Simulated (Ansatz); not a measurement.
# Calculations on HfS2

**1. Relaxation**

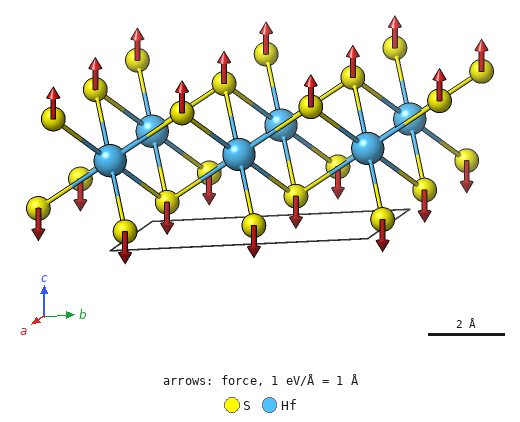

Starting geometry of a slab of composition HfS$_{2}$ with the computed forces as red arrows. The picture is a ball-and-stick view of the 1 × 2 repeat of the cell, outlined in the plane, without the vacuum, seen slightly off an axis.

Case: biaxial strain -0.040, atoms relaxed.

The calculation used Ansatz 0.2.0, DFT PBE+D3(BJ), scalar-relativistic, plane waves, PAW. Set-up: plane-wave cutoff 420 eV; k-point mesh 9 × 9 × 1; occupations gaussian; smearing width 0.02 eV; no spin polarisation; atoms relaxed in a fixed cell; force threshold 0.01 eV/Å; at most 40 steps.

> Is this structure relaxed? If not, where do the atoms go?

It isn't relaxed: the largest force vector, on S atoms, is 0.90 eV/Å. The atoms end up moving mostly along the starting forces (cosine between the two patterns 1.00). The largest moves relative to the layer's centre, 0.063 Å, are those of S atoms. Hf stays in place. The cell stays as it was. Among the contacts that change: Hf–S 2.478 → 2.515 Å. The energy falls by 55.8 meV per cell of the calculation in 3 accepted moves (4 points after the start). The largest force component goes from 0.9 to 0.001 eV/Å. 1 step only repeated the SCF at the same geometry.

**2. Relaxation**

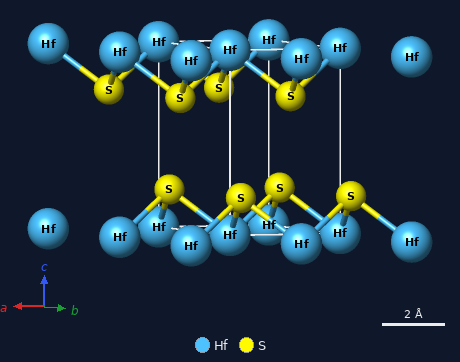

This is the input geometry for a relaxation of crystalline HfS₂ (set up in P-3m1). A ball-and-stick model of the cell of the calculation, repeated 2 × 2 × 1 with one cell outlined, seen from a free direction.

The calculation used DFT PBE+D3(BJ), scalar-relativistic, plane waves, PAW (Ansatz).

The input:
```yaml
crystal:
  lattice:
    - [3.63966418, 0.0, 0.0]
    - [-1.81983209, 3.1520416411, 0.0]
    - [0.0, 0.0, 6.05556247]
  atoms:
    - { symbol: Hf, position: [0.0, 0.0, 0.0] }
    - { symbol: S, position: [0.66666667, 0.33333333, 0.76395205] }
    - { symbol: S, position: [0.33333333, 0.66666667, 0.23604795] }
basis:
  ecutwfc: 420
kpoints:
  mp_grid: { grid: [9, 9, 6] }
hamiltonian:
  xc: pbe
  dispersion: d3bj
scf:
  occupations: { method: gaussian, width: 0.02 }
output:
  forces: true
  stress: true
  eigenvalues: true
  write_density: true
  write_potential: true
  elf: true
  volumetric_format: npy
relax:
  adjacent_minimum: "off"
  f_tol: 0.005
  max_steps: 80
  cell: { stress_tol: 0.05 }
```

Command:
```bash
ansatz run input.yaml --threads 1 --pin off --max-ram 3072MiB --backend cpu --events-out ev --progress --plain --runs-dir out
```

> Predict the outcome.

The energy falls by 9.4 meV per atom in 4 accepted moves (7 points after the start). Largest force component: 0.23 eV/Å at the start, 0.00075 eV/Å at the end. Pressure: −0.51 GPa at the start and −0.01 GPa at the end. The line search rejected the trial steps at points 1, 5 of the run. At 1 point the geometry stayed and the basis and grid were re-selected for the new cell (energy shift of 0.2 meV per atom at most each time). The largest moves relative to the cell, 0.094 Å, are those of S2 and S3. S2 goes along −c. Hf stays in place. The volume changes by −6.5 %, with a = b 3.640 → 3.606 Å (−0.9 %), c 6.056 → 5.770 Å (−4.7 %). The space group stays P-3m1 (No. 164). The run took of the order of 50 core-seconds on a shared host.

Step by step:

```csv
step,"E − E(0), meV/atom","largest force component, eV/Å","pressure, GPa","volume, Å³/atom",note
0,0.00,0.2294,-0.51,23.157,
1,2.69,0.4952,-0.52,21.222,rejected
2,-6.91,0.0389,-0.49,22.416,
3,-9.49,0.0223,-0.04,21.714,
4,-9.62,0.0053,-0.08,21.686,
5,-9.61,0.0241,0.16,21.636,rejected
6,-9.63,0.0006,-0.01,21.663,
7,-9.44,0.0008,-0.01,21.663,"same geometry, new basis"
```

After the run, drawn alike:

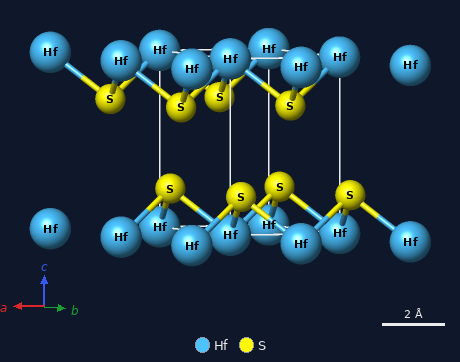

**3. A change**

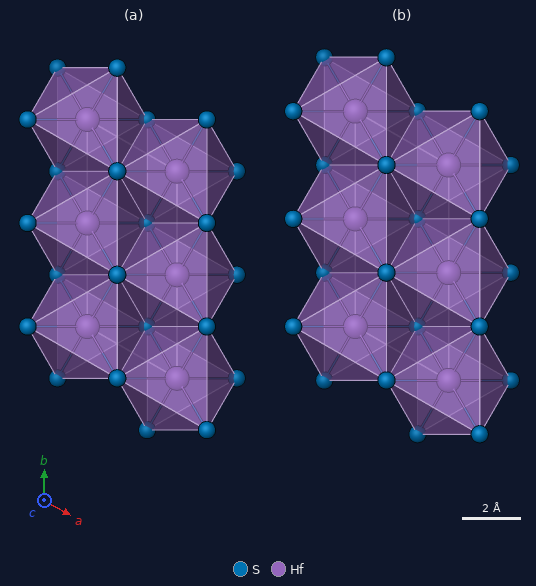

Left: a slab of composition HfS$_{2}$ (cut from the P-3m1 phase). Right: the same structure after one change, at the same scale. The picture is a polyhedral view of the 1 × 2 repeat of the cell, outlined in the plane, without the vacuum, seen along the c axis.

Level of theory: DFT PBE+D3(BJ), scalar-relativistic, plane waves, PAW in Ansatz 0.2.0. Set-up: plane-wave cutoff 420 eV; k-point mesh 9 × 9 × 1; occupations gaussian; smearing width 0.02 eV; no spin polarisation.

What was changed?

Answer. The sheet is strained in its plane (biaxially) by +4.0 %. The atoms are relaxed.

What does the change do?

Answer. In the plane the drawn cell goes a 3.618 → 3.763 Å (+4.0 %), b 7.237 → 7.526 Å (+4.0 %). The largest moves relative to the cell and the layer's centre, 0.067 Å, are those of S atoms. Hf stays in place. Near-neighbour distances before and after: Hf–S 2.546 → 2.578 Å. The space group stays P-3m1 (No. 164). Energy change: +33.9 meV per atom.

**4. Series**

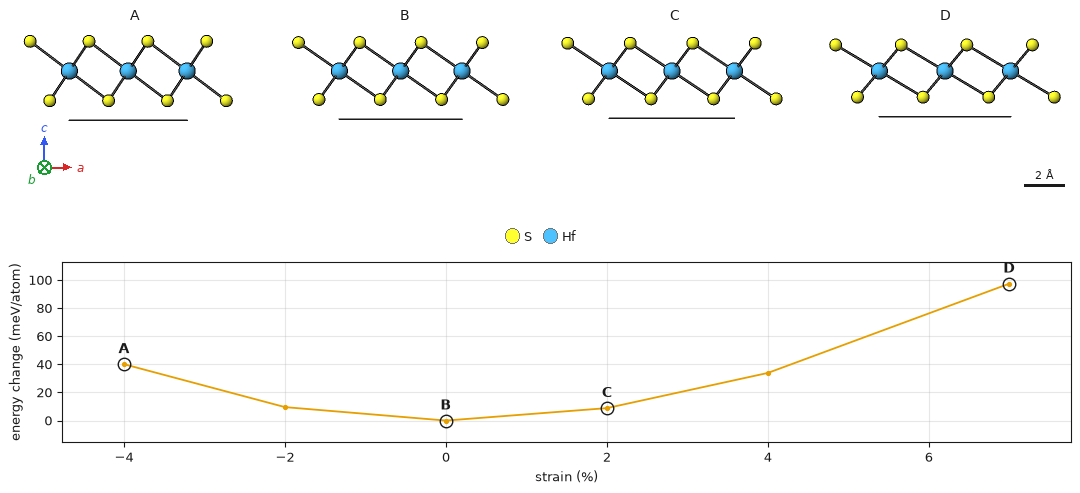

Members of a series of calculations on a slab of composition HfS$_{2}$ (cut from the P-3m1 phase), marked on the first curve. A ball-and-stick model of the 2 × 2 repeat of the cell, outlined in the plane, without the vacuum, seen along the b axis.

Level of theory: DFT PBE+D3(BJ), scalar-relativistic, plane waves, PAW in Ansatz 0.2.0. Set-up: plane-wave cutoff 420 eV; k-point mesh 9 × 9 × 1; occupations gaussian; smearing width 0.02 eV; no spin polarisation.

Describe the series.

A sheet under strain in its plane, biaxially. A (strain −4.0 %): energy change 40.1 meV/atom. B (strain 0.0 %): energy change 0.0 meV/atom. C (strain 2.0 %): energy change 8.9 meV/atom. D (strain 7.0 %): energy change 97.4 meV/atom. The rest compares A with D. In the plane the drawn cell goes a 6.947 → 7.743 Å (+11.5 %), b 6.947 → 7.743 Å (+11.5 %). Among the bonded contacts that change: Hf–S 2.515 → 2.603 Å.
